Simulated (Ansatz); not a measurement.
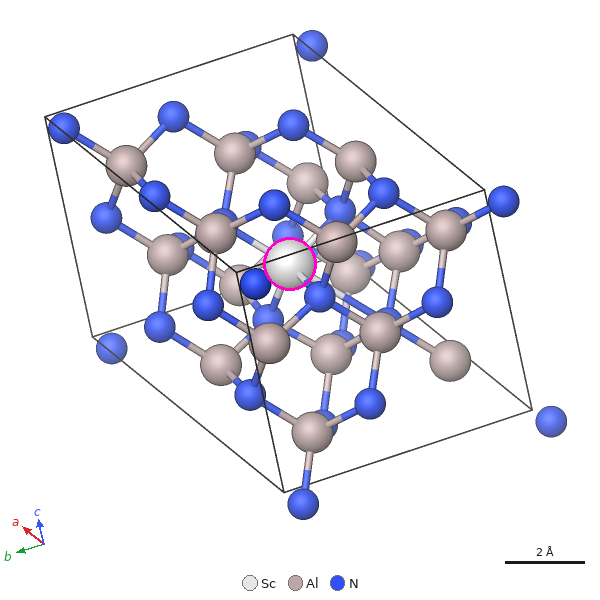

The crystal in a ball-and-stick representation, seen from a general direction. The edges of the supercell are marked. The host is AlN, in a cell of 36 sites, and the cell is neutral. A ring marks the defect's site.

### Spot the defect.

Scandium on an aluminium site (a substitutional impurity). It is bonded to five N at about 2.0 to 3.0 Å.

The atoms were relaxed in the host's cell with DFT PBE, scalar-relativistic, plane waves, PAW in Ansatz 0.2.0.
